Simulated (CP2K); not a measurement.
# A series of single points on Sn

System: Sn (Fd-3m, 2 atoms in the cell).
Method: Kohn-Sham DFT of a periodic cell, LDA, GTH-PADE with UZH-TZVP basis, no spin polarisation (CP2K 2026.2).

The 6 runs differ only in the geometry, by an even scaling of the cell at fixed fractional positions. The structure derives from an entry of the Crystallography Open Database.

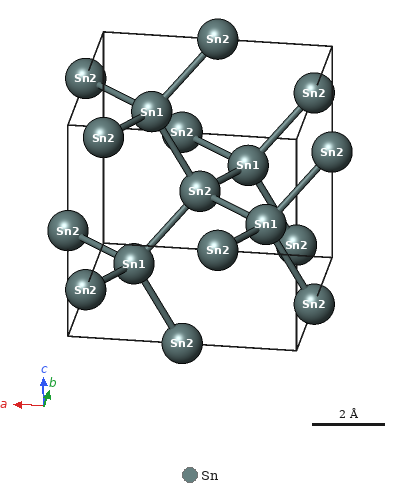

Figure 1. The structure of run 4 (ball-and-stick view of the cell 4 times as large as that of the calculation, set on its symmetry axes, seen at an oblique angle; atoms are numbered from 1 in the order of the input).

### Input of run 4
```
&GLOBAL
  PROJECT sn_eos
  RUN_TYPE ENERGY_FORCE
  PRINT_LEVEL LOW
&END GLOBAL
&FORCE_EVAL
  METHOD QS
  STRESS_TENSOR ANALYTICAL
  &DFT
    BASIS_SET_FILE_NAME BASIS_MOLOPT_UZH
    POTENTIAL_FILE_NAME GTH_POTENTIALS
    WFN_RESTART_FILE_NAME previous-RESTART.kp
    &MGRID
      CUTOFF 450
      REL_CUTOFF 60
      NGRIDS 5
    &END MGRID
    &QS
      METHOD GPW
      EPS_DEFAULT 1.0E-10
    &END QS
    &KPOINTS
      SCHEME MONKHORST-PACK 7 7 7
      GAMMA_CENTERED T
      SYMMETRY T
      SYMMETRY_BACKEND SPGLIB
    &END KPOINTS
    &SCF
      SCF_GUESS RESTART
      EPS_SCF 1.0E-6
      MAX_SCF 100
      ADDED_MOS 10
      CHOLESKY OFF
      EPS_EIGVAL 1.0E-7
      &DIAGONALIZATION ON
        ALGORITHM STANDARD
      &END DIAGONALIZATION
      &MIXING ON
        METHOD BROYDEN_MIXING
        ALPHA 0.4
        BETA 1.5
        NBUFFER 8
      &END MIXING
      &SMEAR ON
        METHOD FERMI_DIRAC
        ELECTRONIC_TEMPERATURE [K] 580.226
      &END SMEAR
    &END SCF
    &XC
      &XC_FUNCTIONAL
        &LDA_X
        &END LDA_X
        &LDA_C_PW
        &END LDA_C_PW
      &END XC_FUNCTIONAL
    &END XC
    &PRINT
      &KPOINTS ON
      &END KPOINTS
      &MULLIKEN ON
      &END MULLIKEN
      &MO ON
        ENERGIES T
        OCCUPATION_NUMBERS T
        &EACH
          QS_SCF 0
        &END EACH
        ADD_LAST NUMERIC
      &END MO
    &END PRINT
  &END DFT
  &SUBSYS
    &CELL
      A 4.6029204880 0.0000000000 0.0000000000
      B 2.3014602440 3.9862460742 0.0000000000
      C 2.3014602440 1.3287486914 3.7582688406
      PERIODIC XYZ
    &END CELL
    &COORD
      SCALED
      Sn  0.7500000000 0.7500000000 0.7500000000
      Sn  0.5000000000 0.5000000000 0.5000000000
    &END COORD
    &KIND Sn
      BASIS_SET TZVP-MOLOPT-PBE-GTH-q4
      POTENTIAL GTH-PADE-q4
    &END KIND
    &PRINT
      &ATOMIC_COORDINATES ON
      &END ATOMIC_COORDINATES
      &CELL ON
      &END CELL
    &END PRINT
  &END SUBSYS
  &PRINT
    &FORCES ON
    &END FORCES
    &STRESS_TENSOR ON
    &END STRESS_TENSOR
  &END PRINT
&END FORCE_EVAL
```

Command:
```bash
OMP_NUM_THREADS=2 cp2k.psmp -i sn_eos.inp -o sn_eos.out
```

Lattice vectors (Å) and fractional positions of run 4:
```
   4.602920    0.000000    0.000000
   2.301460    3.986246    0.000000
   2.301460    1.328749    3.758269
Sn  0.750000  0.750000  0.750000
Sn  0.500000  0.500000  0.500000
```

Run 2 differs from it as follows:
```diff
-      A 4.6029204880 0.0000000000 0.0000000000
-      B 2.3014602440 3.9862460742 0.0000000000
-      C 2.3014602440 1.3287486914 3.7582688406
+      A 4.5108372687 0.0000000000 0.0000000000
+      B 2.2554186344 3.9064996671 0.0000000000
+      C 2.2554186344 1.3021665557 3.6830832070
```

### Results, with one run withheld

| run | volume per atom (Å³) | free energy per atom, from the lowest run given (meV) | pressure (GPa) |
| --- | --- | --- | --- |
| 1 | 31.775 | 7.25 | 1.91 |
| 2 | 32.451 | ? | ? |
| 3 | 33.127 | 0.00 | −0.12 |
| 4 | 34.479 | 8.04 | −1.73 |
| 5 | 35.155 | 16.77 | −2.40 |
| 6 | 35.831 | 28.16 | −2.99 |

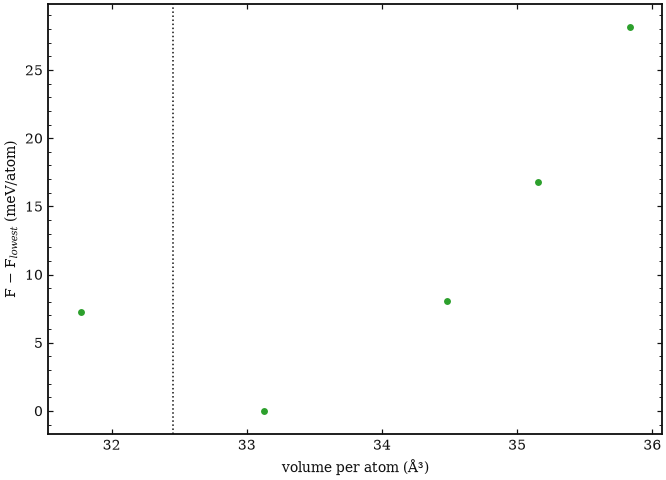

Figure 2. Free energy per atom of the runs given; the dotted line marks run 2.

Estimate the energy of run 2 from the others.

A cubic polynomial in V^(−2/3) (the Birch–Murnaghan form), fitted to the 5 runs given, misses them by under 0.01 meV per atom. With x = V^(−2/3) − 0.09524 Å⁻², it reads F = 3.8349 − 4096.4 x + 1.0761e+06 x² + 4.4312e+06 x³ (meV per atom). At run 2 it gives 1.48 meV per atom, and the run itself gives 1.48. The slope of the fit gives a pressure −dF/dV of 0.84 GPa there, and the run prints 0.84 GPa. The fit has its minimum at 33.039 Å³ per atom, where V d²F/dV² gives 44.8 GPa: the bulk modulus at this level, since symmetry fixes the shape and the positions.

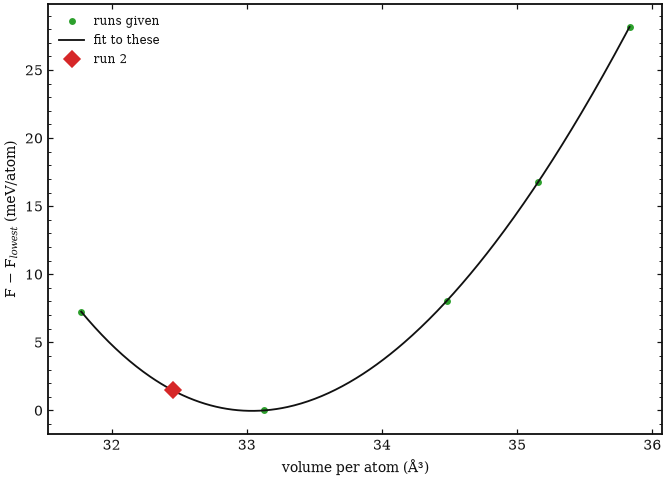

Figure 3. The fit and the withheld run.

### Some lines of the output (run 2)
```
[...]
 CELL_REF| Volume [angstrom^3]:                                        64.901761
                        Smear method:                                FERMI_DIRAC
  Step     Update method      Time    Convergence         Total energy    Change
  Fermi energy:                                                 0.12113868572011
  Total energy:                                                -7.13457535713205
  Total energy (extrapolated to T->0):                         -7.13455035067857
 MO| E(Fermi):            0.121139 a.u.          3.296351 eV
 MO| Band gap:            0.123088 a.u.          3.349404 eV
 MO| Band gap:            0.117129 a.u.          3.187253 eV
 MO| Band gap:            0.125745 a.u.          3.421701 eV
 MO| Band gap:            0.124136 a.u.          3.377910 eV
 MO| Band gap:            0.175214 a.u.          4.767819 eV
 MO| Band gap:            0.187615 a.u.          5.105256 eV
 MO| Band gap:            0.162593 a.u.          4.424388 eV
```
